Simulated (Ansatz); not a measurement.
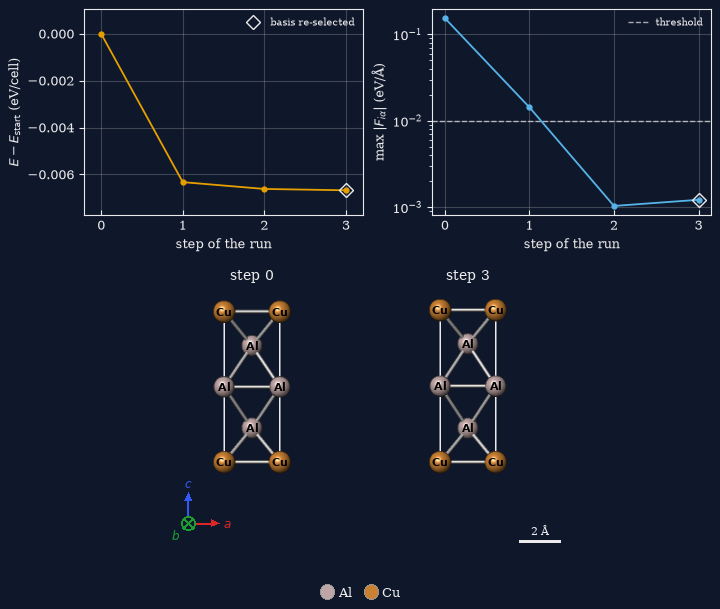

First and last geometry of a relaxation of a crystal of Al$_{3}$Cu (set up in P4/mmm), with the history of the run. The picture is a ball-and-stick view of the cell of the calculation, seen along the b axis.

Case: relaxed functional: r2SCAN.

Method: Ansatz, DFT r2SCAN, scalar-relativistic, plane waves, PAW. (plane-wave cutoff 500 eV; k-point mesh 16 × 16 × 6; occupations gaussian; smearing width 0.1 eV; no spin polarisation; cell and atoms relaxed; force threshold 0.01 eV/Å; at most 60 steps)

Q: Read the history and describe the run.

A: It converged. The largest moves relative to the cell, 0.026 Å, are those of Al atoms. Cu stays in place. The volume changes by +0.7 %, with a = b 2.778 → 2.774 Å (−0.2 %), c 7.513 → 7.592 Å (+1.0 %). Some distances before and after: Al–Al 2.845 → 2.878 Å, Al–Cu 2.597 → 2.589 Å, Al–Al 2.778 → 2.774 Å, Cu–Cu 2.778 → 2.774 Å. The space group stays P4/mmm (No. 123). The energy falls by 6.7 meV per cell of the calculation in 2 accepted moves (3 points after the start). The largest force component goes from 0.15 to 0.0012 eV/Å. The pressure goes from 0.49 to −0.02 GPa. At 1 point the geometry stayed and the basis and grid were re-selected for the new cell (energy shift of 0.1 meV per cell of the calculation at most each time). Cost: 4 min on 1 thread of Intel(R) Xeon(R) Processor @ 2.50GHz (Skylake/Cascade Lake) (shared host), peak memory 0.68 GiB.
